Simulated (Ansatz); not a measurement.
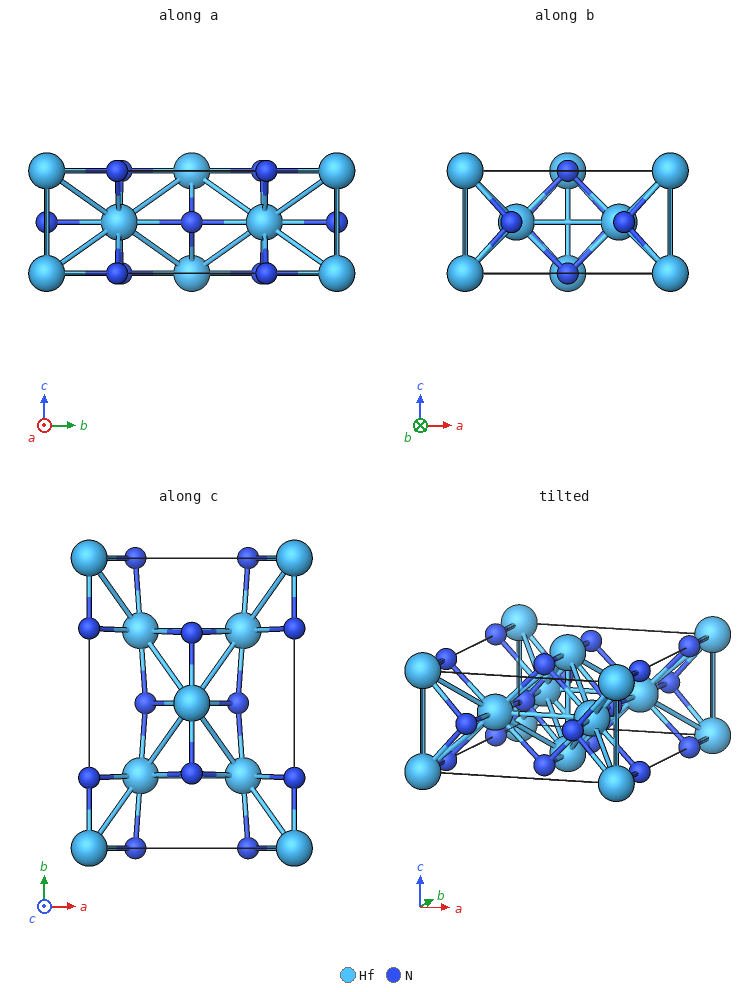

We look at a ball-and-stick model of the crystal along the a axis, along the b axis, along the c axis and slightly off an axis. One conventional unit cell is framed, with atoms on its boundary repeated.

Lattice parameters: a = 6.3681 Å, b = 9.0058 Å, c = 3.1840 Å, α = 90.000°, β = 90.000°, γ = 90.000°.

Q: Give the structure in the form of a CIF with its space group and independent sites, with free fractional coordinates to two decimals.

A:
```cif
data_structure
_symmetry_space_group_name_H-M 'C m m m'
_symmetry_Int_Tables_number 65
_cell_length_a 6.3681
_cell_length_b 9.0058
_cell_length_c 3.1840
_cell_angle_alpha 90.000
_cell_angle_beta 90.000
_cell_angle_gamma 90.000
_cell_volume 182.60
loop_
_atom_site_label
_atom_site_type_symbol
_atom_site_symmetry_multiplicity
_atom_site_Wyckoff_symbol
_atom_site_fract_x
_atom_site_fract_y
_atom_site_fract_z
_atom_site_occupancy
Hf1 Hf 4 f 0.75 0.75 0.50 1
N1 N 4 i 0.50 0.26 0.00 1
N2 N 4 h 0.77 0.00 0.50 1
Hf2 Hf 2 a 0.50 0.50 0.00 1
```

Origin of the cell: a structure type known for this compound. The atoms were relaxed in a fixed cell with Ansatz, DFT PBEsol, scalar-relativistic, plane waves, PAW.

At this level of theory the cell isn't at rest (stretched, at -4 GPa), so its distances can differ from those at equilibrium, the more so the softer the solid.
